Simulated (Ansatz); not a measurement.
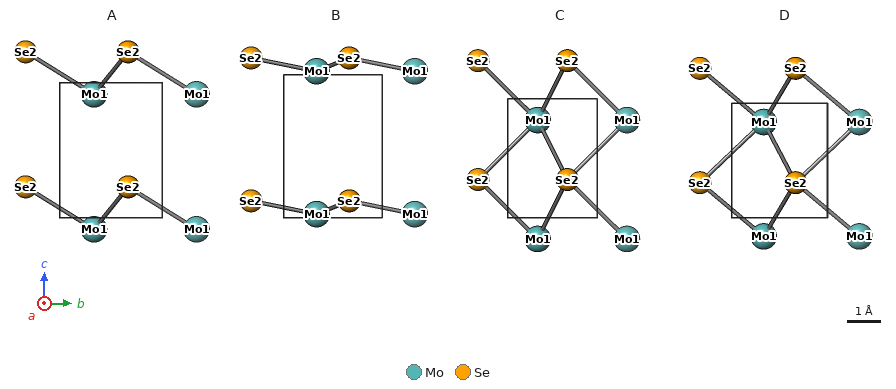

4 geometries from one relaxation of solid MoSe (a generated structure, set up in P3m1), in shuffled order. Style: ball-and-stick. Shown: the cell of the calculation, repeated 1 × 1 × 2 with one cell outlined, along the a axis.

The run lets cell and atoms move.

These are results of Ansatz 0.2.0, Kohn-Sham DFT of a periodic cell, PBEsol with D4, Ansatz PAW, not measurements. Set-up: plane-wave cutoff 420 eV; k-point mesh 9 × 9 × 6; occupations fermi-dirac; smearing width 0.05 eV; no spin polarisation; cell and atoms relaxed; force threshold 0.01 eV/Å; at most 40 steps.

Q: Put them in the order of the run, from the start to the converged end.

A: B, A, D, C. They are steps 0, 3, 6, 19, at +3249 meV per atom, +883 meV per atom, +87.6 meV per atom relative to the last. The largest moves relative to the cell, 0.74 Å, are those of Mo1 and Se2. Mo1 goes along −c. By element the largest moves are Mo 0.74 Å, Se 0.74 Å. Cell: a = b 3.471 → 3.157 Å (−9.0 %), c 4.373 → 3.636 Å (−16.8 %). Volume −31.2 %. Among the contacts that change: Mo1–Se2 4.444 → 2.574 Å, Mo1–Se2 (another image) 2.045 → 2.574 Å, Se2–Se2 3.471 → 3.157 Å. New bonds form: Mo1–Se2 (4.44 → 2.57 Å). Bond angles that change, for instance: Mo1–Se2–Mo1 116.1° → 75.6°, Se2–Mo1–Se2 116.1° → 75.6°. The space group (tolerance 0.01 Å) goes from P3m1 (No. 156) to P-6m2 (No. 187). Over 16 accepted moves (19 points after the start) the energy falls by 3249 meV per atom. Largest force component: 5.9 eV/Å at the start, under 0.0001 eV/Å at the end. Pressure: 63.40 GPa at the start and 0.00 GPa at the end. The line search rejected the trial step at point 8 of the run. At 2 points the geometry stayed and the basis and grid were re-selected for the new cell (energy shift of 0.7 meV per atom at most each time).
